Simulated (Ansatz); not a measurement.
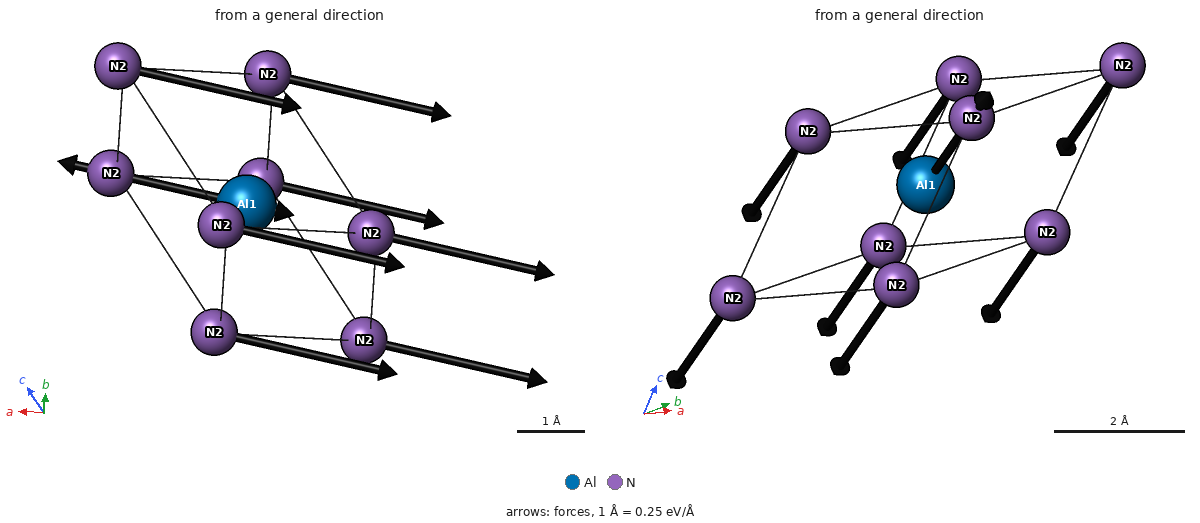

The figure gives a spheres-only picture of the atoms, viewed from two general directions. One simulation cell is framed, with atoms on its boundary repeated. The arrows are the computed forces on the atoms.

System: AlN. Calculation details: DFT PBE, scalar-relativistic, plane waves, PAW (Ansatz); cutoff 420 eV, a 10×10×10 grid in reciprocal space, Gaussian smearing of 0.02 eV, no spin polarisation.

Q: Judging by the arrows, is the geometry relaxed?

A: No. The atoms still feel forces of up to about 0.64 eV/Å, far above a usual threshold of 0.01 to 0.03 eV/Å.

Q: Find the atom with the largest force.

A: Al1 and N2, about 0.64 eV/Å.

The structure comes from a structure listed in the Materials Project. The cell was then strained or its atoms displaced on purpose. Ansatz was used for an electronic-structure calculation on it.
